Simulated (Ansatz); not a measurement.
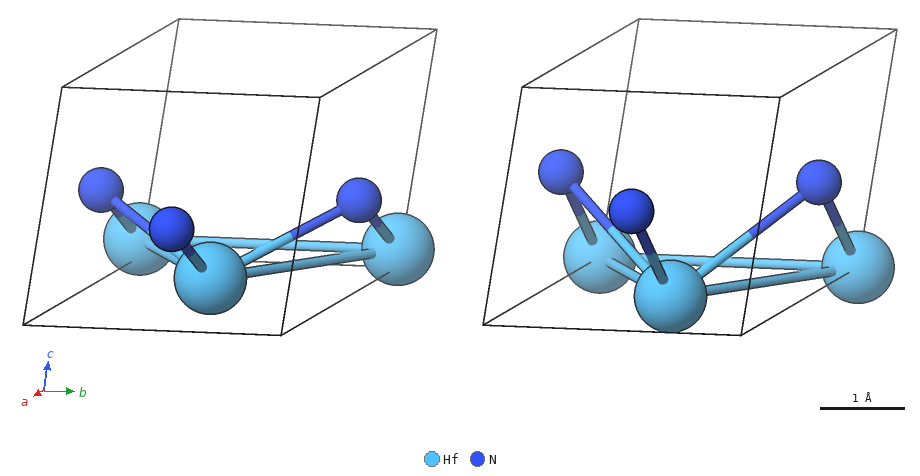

Two geometries of solid HfN (set up in P1), drawn at one scale. One is the start of a relaxation, the other its converged end. A ball-and-stick model of the larger cell on standard axes (2 times the calculation's cell), seen slightly off an axis.

The calculation used DFT PBEsol, scalar-relativistic, plane waves, PAW in Ansatz. Settings: plane-wave cutoff 420 eV; k-point mesh 14 × 14 × 14; occupations gaussian; smearing width 0.15 eV; no spin polarisation; cell and atoms relaxed; force threshold 0.01 eV/Å; at most 80 steps.

Which geometry has the lower energy?

The right one is the relaxed one. Over 5 accepted moves (6 points after the start) the energy falls by 573 meV per atom. The largest force component goes from 3.6 to 0.00016 eV/Å. The pressure goes from 24.98 to 0.05 GPa. The SCF was repeated once at an unchanged geometry on a basis and grid sized afresh for the cell, which shifted the energy by less than 0.05 meV per atom at most. The largest moves, 0.22 Å, are those of Hf and N atoms. Largest moves by element: Hf 0.22 Å, N 0.22 Å. The cell stays as it was. Among the contacts that change: Hf–N 2.584 → 2.251 Å, Hf–N 1.964 → 2.251 Å, Hf–N 2.519 → 2.251 Å, Hf–N 2.499 → 2.251 Å. Among the angles between lasting bonds that change: Hf–N–Hf 159.9° → 180.0°, Hf–N–Hf 160.6° → 180.0°, Hf–N–Hf 163.4° → 180.0°. Within 0.06 Å the space group is Cm at the start and Fm-3m at the end; at a tighter tolerance small leftover displacements or strains of the cell lower it. The run took 3.9 min on 2 threads of Arm Neoverse V2, on a shared host, peak memory 0.98 GiB.
